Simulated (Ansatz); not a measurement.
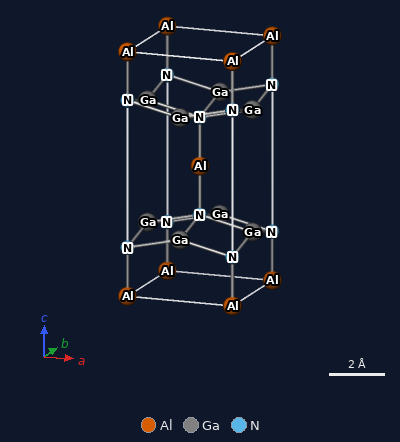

**Figure 1.** The starting structure (ball-and-stick view of the cell 2 times as large as that of the calculation, set on its symmetry axes, seen slightly off an axis). An atom can appear more than once, as a periodic image. Near neighbours in the periodic cell (some may lie outside the picture): Al has 2 N at 1.85 Å; Ga has 4 N at 2.11 Å; N has 1 Al at 1.85 Å and 4 Ga at 2.11 Å.

## Geometry relaxation of AlGa2N2 (part 1 of 2)

The run: geometry relaxation of AlGa2N2 (5 atoms in the cell). Method and program: DFT PBE, scalar-relativistic, plane waves, PAW, no spin polarisation (Ansatz 0.2.0).

The structure was made by a generator, so it may or may not be a known phase.

The input:
```yaml
crystal:
  lattice:
    - [-2.0620261132, 2.0620261132, 4.6289932898]
    - [2.0620261132, -2.0620261132, 4.6289932898]
    - [2.0620261132, 2.0620261132, -4.6289932898]
  atoms:
    - { symbol: Al, position: [0.0, 0.0, 0.0] }
    - { symbol: Ga, position: [0.75, 0.25, 0.5] }
    - { symbol: Ga, position: [0.25, 0.75, 0.5] }
    - { symbol: "N", position: [0.1993281631, 0.1993281631, 0.0] }
    - { symbol: "N", position: [0.8006718369, 0.8006718369, 0.0] }
basis:
  ecutwfc: 420
kpoints:
  mp_grid: { grid: [12, 12, 12] }
hamiltonian:
  xc: pbe
scf:
  occupations: { method: gaussian, width: 0.1 }
output:
  forces: true
  stress: true
  eigenvalues: true
  write_density: true
  write_potential: true
  elf: true
  volumetric_format: npy
relax:
  adjacent_minimum: "off"
  f_tol: 0.01
  max_steps: 80
  cell: { stress_tol: 0.05 }
```

Machine: 1 thread of Intel Xeon @ 2.50GHz (Skylake/Cascade Lake), 189 GiB of memory available, shared host.

Run as:
```bash
ansatz run input.yaml --threads 1 --pin off --max-ram 2560MiB --backend cpu --events-out ev --progress --plain --runs-dir out
```

Output:
```
Engine: ansatz 0.2.0, x86_64-unknown-linux-gnu
Pseudopotentials: kind: paw
Pseudopotential: Al, paw, valence charge 3, recommended cutoff 420 eV (normal), Al.paw.azcp
Pseudopotential: Ga, paw, valence charge 13, recommended cutoff 420 eV (normal), Ga.paw.azcp
Pseudopotential: N, paw, valence charge 5, recommended cutoff 420 eV (normal), N.paw.azcp
Functional definition: PBE
  parameter kappa = 0.804
  parameter beta = 0.06672455060314922
  exchange = pbe_x(kappa = kappa, mu = beta*pi^2/3)
  correlation = pbe_c(beta = beta)
Crystal: 5 atoms, lattice volume = 78.729 Å³
Basis set: ecut = 420 eV, 1555 PW (Γ), exchange–correlation on 80×80×80 points (8 copies of the dense FFT grid, shifted against one another)
Bands: 25, of which v1, the nominal top of the filled ones, is band 20 counted from 1 (19 counted from 0)
Symmetry: 16 space group operations
Space group: I4/mmm (ITA 139), of the structure as read, at distance tolerance 4.3e-5 Å
k-points: 163 of 1728
Non-local potential: Al, projectors of the file, l = 0: 2, l = 1: 2, l = 2: 1
Non-local potential: Ga, projectors of the file, l = 0: 2, l = 1: 2, l = 2: 3, l = 3: 1
Non-local potential: N, projectors of the file, l = 0: 2, l = 1: 2, l = 2: 1
PAW form: soft (Blöchl's): semilocal exchange-correlation on the pseudo side does not see the compensation charge
PAW one-centre angular grid: Al, 110 points (default); XC on 64 Gauss nodes
PAW one-centre angular grid: Ga, 590 points (default); XC on 64 Gauss nodes
PAW one-centre angular grid: N, 110 points (default); XC on 64 Gauss nodes
Initial density: superposition of atomic densities (neutral atoms: chi_scale 0, normalization atom), corrected by the library's trained network
Initial wavefunctions: pseudopotential atomic-orbital guess
Functional: x = pbe(κ = 0.804, μ = 0.2195149727645171), c = pbe(β = 0.06672455060314922)
SCF iter   1: F=—  HF=-8869.807341 eV  |F-HF|=—  |Δ(HF+E_count)|=         —  Δρ=7.03e-3  dr2=2.55e-2  ethr=1.77e-3  ⟨swp⟩=6.2  Hψ=17893  notcnv=0
preconditioner: auto → LDOS  [metal: Δε(μ)=0.016 eV  Ē_g=14.279 eV  σ=0.100 eV  W_gap=0.09  n_scr=14 (ndim 8)  ℏωp=26.1 eV  f_vac=0.038  D(μ)=1.61/eV (n_scr^D=10)  β→1.0]
SCF iter   2: F=—  HF=-8869.805572 eV  |F-HF|=—  |Δ(HF+E_count)|=   1.77e-3  Δρ=1.63e-3  dr2=2.12e-3  ethr=6.55e-5  ⟨swp⟩=2.0  Hψ=6707  notcnv=0  defer=16
SCF iter   3: F=—  HF=-8869.805557 eV  |F-HF|=—  |Δ(HF+E_count)|=   1.58e-5  Δρ=8.26e-4  dr2=8.12e-4  ethr=5.45e-6  ⟨swp⟩=2.0  Hψ=7087  notcnv=0  defer=16
SCF iter   4: F=—  HF=-8869.805374 eV  |F-HF|=—  |Δ(HF+E_count)|=   1.83e-4  Δρ=3.78e-4  dr2=9.08e-5  ethr=2.08e-6  ⟨swp⟩=2.0  Hψ=6988  notcnv=0  defer=17
SCF iter   5: F=—  HF=-8869.805276 eV  |F-HF|=—  |Δ(HF+E_count)|=   9.77e-5  Δρ=1.24e-4  dr2=1.24e-5  ethr=2.33e-7  ⟨swp⟩=2.0  Hψ=7115  notcnv=0  defer=17
SCF iter   6: F=—  HF=-8869.805273 eV  |F-HF|=—  |Δ(HF+E_count)|=   2.97e-6  Δρ=3.67e-5  dr2=1.38e-6  ethr=3.19e-8  ⟨swp⟩=2.0  Hψ=6802  notcnv=0  defer=17
SCF iter   7: F=-8869.805273 eV  HF=-8869.805273 eV  |F-HF|=1.49e-9  |Δ(HF+E_count)|=   2.59e-7  Δρ=8.57e-6  dr2=7.22e-8  ethr=2.56e-10  ⟨swp⟩=10.4  Hψ=30528  notcnv=0
SCF 1 converged in 7 iterations: F = -8869.805273 eV  dr2 = 7.22e-8
  greatest PAW one-centre occupation: 0.996 electrons in one spin orbital (limit 2), on the Ga atom at site 2 (counted from 0), in its partial waves of l = 2
relax step   1: F+E_penalty+E_count = -8869.80527323 eV  Δ(F+E_penalty+E_count) = +0.000e0 eV  max|allowed force component| = 9.749e-2 eV/Å  Δτ_max = 0.0000 Å  P = +0.523 GPa  Ω = 78.729 Å³  (7 SCF iters, dr2 threshold 1.00e-7 eV, accepted)
Crystal: 5 atoms, lattice volume = 79.044 Å³
Initial density: handed on by an earlier stage of this run
Initial wavefunctions: those handed on with the density
iter 1 solved again at ethr=9.79e-7 eV; its pass at ethr=3.10e-3 eV (dr2=3.82e-4 eV) is discarded
SCF iter   1: F=—  HF=-8869.806305 eV  |F-HF|=—  |Δ(HF+E_count)|=         —  Δρ=7.41e-4  dr2=3.85e-4  ethr=9.79e-7  ⟨swp⟩=2.4  Hψ=19906  notcnv=0
preconditioner: auto → LDOS  [metal: Δε(μ)=0.018 eV  Ē_g=14.299 eV  σ=0.100 eV  W_gap=0.10  n_scr=14 (ndim 8)  ℏωp=26.1 eV  f_vac=0.027  D(μ)=1.61/eV (n_scr^D=10)  β→1.0]
SCF iter   2: F=—  HF=-8869.806162 eV  |F-HF|=—  |Δ(HF+E_count)|=   1.43e-4  Δρ=2.98e-4  dr2=5.42e-5  ethr=9.79e-7  ⟨swp⟩=2.0  Hψ=7253  notcnv=0
SCF iter   3: F=—  HF=-8869.806150 eV  |F-HF|=—  |Δ(HF+E_count)|=   1.27e-5  Δρ=4.07e-5  dr2=9.16e-7  ethr=1.39e-7  ⟨swp⟩=2.0  Hψ=7187  notcnv=0
SCF iter   4: F=—  HF=-8869.806150 eV  |F-HF|=—  |Δ(HF+E_count)|=   5.86e-8  Δρ=2.89e-5  dr2=5.93e-7  ethr=1.28e-9  ⟨swp⟩=9.7  Hψ=34836  notcnv=0
SCF iter   5: F=-8869.806149 eV  HF=-8869.806149 eV  |F-HF|=6.05e-8  |Δ(HF+E_count)|=   4.33e-7  Δρ=7.77e-6  dr2=6.13e-8  ethr=1.28e-9  ⟨swp⟩=8.6  Hψ=28050  notcnv=0
SCF 2 converged in 5 iterations: F = -8869.806149 eV  dr2 = 6.13e-8
  Residual-converged pass: ⟨swp⟩=1.0  Hψ=4736  notcnv=0  max |occ|·‖R‖ = 7.1e-9 eV (tolerance 1.0e-8 eV)  dr2=6.13e-8  dr2_onsite=3.67e-8  max |Δocc| = 6.0e-10
relax step   2: F+E_penalty+E_count = -8869.80614929 eV  Δ(F+E_penalty+E_count) = -8.761e-4 eV  max|allowed force component| = 8.319e-2 eV/Å  Δτ_max = 0.0033 Å  P = +0.289 GPa  Ω = 79.044 Å³  energy of the carried Pulay correction = -5.587e-4 eV  (5 SCF iters, dr2 threshold 5.00e-7 eV, accepted)
Crystal: 5 atoms, lattice volume = 79.634 Å³
iter 1 solved again at ethr=3.70e-6 eV; its pass at ethr=3.10e-3 eV (dr2=1.44e-3 eV) is discarded
SCF iter   1: F=—  HF=-8869.806946 eV  |F-HF|=—  |Δ(HF+E_count)|=         —  Δρ=1.56e-3  dr2=1.47e-3  ethr=3.70e-6  ⟨swp⟩=2.0  Hψ=20474  notcnv=0
preconditioner: auto → LDOS  [metal: Δε(μ)=0.013 eV  Ē_g=14.267 eV  σ=0.100 eV  W_gap=0.07  n_scr=14 (ndim 8)  ℏωp=26.0 eV  f_vac=0.028  D(μ)=1.60/eV (n_scr^D=10)  β→1.0]
SCF iter   2: F=—  HF=-8869.806685 eV  |F-HF|=—  |Δ(HF+E_count)|=   2.61e-4  Δρ=5.76e-4  dr2=2.39e-4  ethr=3.70e-6  ⟨swp⟩=2.0  Hψ=7217  notcnv=0
SCF iter   3: F=—  HF=-8869.806564 eV  |F-HF|=—  |Δ(HF+E_count)|=   1.21e-4  Δρ=8.15e-5  dr2=5.29e-6  ethr=6.14e-7  ⟨swp⟩=2.1  Hψ=5589  notcnv=0
SCF iter   4: F=—  HF=-8869.806565 eV  |F-HF|=—  |Δ(HF+E_count)|=   1.05e-6  Δρ=5.92e-5  dr2=2.50e-6  ethr=1.28e-9  ⟨swp⟩=10.4  Hψ=37121  notcnv=0
SCF iter   5: F=-8869.806563 eV  HF=-8869.806563 eV  |F-HF|=1.09e-7  |Δ(HF+E_count)|=   1.89e-6  Δρ=1.34e-5  dr2=2.00e-7  ethr=1.28e-9  ⟨swp⟩=6.9  Hψ=28384  notcnv=0
SCF 3 converged in 5 iterations: F = -8869.806563 eV  dr2 = 2.00e-7
relax step   3: F+E_penalty+E_count = -8869.80656301 eV  Δ(F+E_penalty+E_count) = -4.137e-4 eV  max|allowed force component| = 8.178e-3 eV/Å  Δτ_max = 0.0095 Å  P = +0.005 GPa  Ω = 79.634 Å³  energy of the carried Pulay correction = -1.598e-3 eV  (5 SCF iters, dr2 threshold 5.00e-7 eV, accepted)
Initial wavefunctions: pseudopotential atomic-orbital guess (no wavefunctions were taken with the density)
iter 1 solved again at ethr=1.40e-7 eV; its pass at ethr=3.10e-3 eV (dr2=5.47e-5 eV) is discarded
SCF iter   1: F=—  HF=-8869.807981 eV  |F-HF|=—  |Δ(HF+E_count)|=         —  Δρ=1.59e-4  dr2=1.06e-6  ethr=1.40e-7  ⟨swp⟩=3.1  Hψ=29291  notcnv=0
preconditioner: auto → LDOS  [metal: Δε(μ)=0.013 eV  Ē_g=14.262 eV  σ=0.100 eV  W_gap=0.07  n_scr=14 (ndim 8)  ℏωp=26.0 eV  f_vac=0.028  D(μ)=1.61/eV (n_scr^D=10)  β→1.0]
SCF iter   2: F=—  HF=-8869.808196 eV  |F-HF|=—  |Δ(HF+E_count)|=   2.15e-4  Δρ=2.85e-5  dr2=4.59e-7  ethr=2.72e-9  ⟨swp⟩=2.0  Hψ=7277  notcnv=0
SCF iter   3: F=—  HF=-8869.808195 eV  |F-HF|=—  |Δ(HF+E_count)|=   1.00e-6  Δρ=1.26e-5  dr2=5.28e-8  ethr=1.18e-9  ⟨swp⟩=2.0  Hψ=7263  notcnv=0
SCF iter   4: F=—  HF=-8869.808196 eV  |F-HF|=—  |Δ(HF+E_count)|=   6.31e-7  Δρ=2.71e-6  dr2=2.91e-9  ethr=1.35e-10  ⟨swp⟩=2.0  Hψ=7098  notcnv=0
SCF iter   5: F=—  HF=-8869.808196 eV  |F-HF|=—  |Δ(HF+E_count)|=   4.47e-8  Δρ=5.88e-7  dr2=3.37e-10  ethr=7.45e-12  ⟨swp⟩=2.0  Hψ=6896  notcnv=0
SCF iter   6: F=-8869.808196 eV  HF=-8869.808196 eV  |F-HF|=7.28e-12  |Δ(HF+E_count)|=  7.99e-10  Δρ=1.29e-7  dr2=1.49e-11  ethr=1.00e-12  ⟨swp⟩=6.1  Hψ=19233  notcnv=0
SCF 4 converged in 6 iterations: F = -8869.808196 eV  dr2 = 1.49e-11
relax step   4: F+E_penalty+E_count = -8869.80819594 eV  Δ(F+E_penalty+E_count) = -1.633e-3 eV  max|allowed force component| = 7.882e-3 eV/Å  Δτ_max = 0.0000 Å  P = +0.033 GPa  Ω = 79.634 Å³  stress off target by 4.46e-2 GPa  SCF on the basis re-selected at this cell (its energy is not comparable with the rows above)  (6 SCF iters)
```

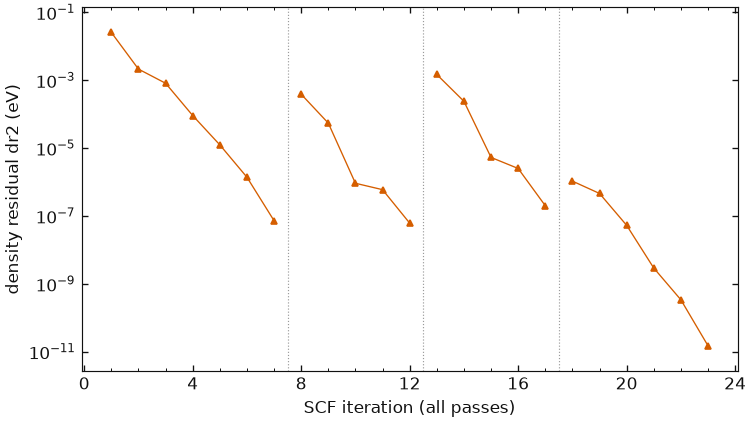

**Figure 2.** Convergence of the self-consistent field: density residual dr2 against the SCF iteration. The dotted lines part the SCF passes of the relaxation: geometry steps, rejected trials and re-solves on a re-selected basis. The passes take 7, 5, 5 and 6 iterations.

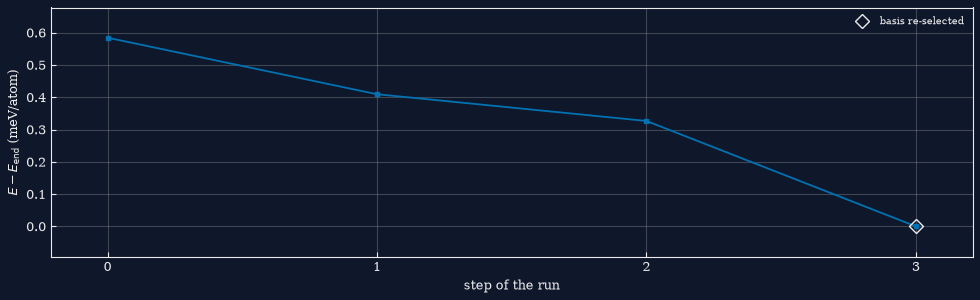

**Figure 3.** Progress of the relaxation, step by step (the first geometry is step 0 here and step 1 in the log). Over 2 geometry steps the energy falls by 0.3 meV per atom. Largest force component: 0.097 eV/Å at the start, 0.0079 eV/Å at the end. Pressure: 0.52 GPa at the start and 0.03 GPa at the end. The largest moves relative to the cell, 0.013 Å, are those of N4 and N5. Ga and Al stay in place. Cell: a = b 4.124 → 4.141 Å (+0.4 %), c 9.258 → 9.289 Å (+0.3 %). Volume +1.1 %. Among the contacts that change: Ga2–N4 2.115 → 2.126 Å, Al1–N4 1.845 → 1.839 Å. The space group stays I4/mmm (No. 139). A last SCF at the same geometry on a re-selected plane-wave basis shifts the energy by −0.3 meV per atom. (Atoms are counted from 1 in the order of the input.)
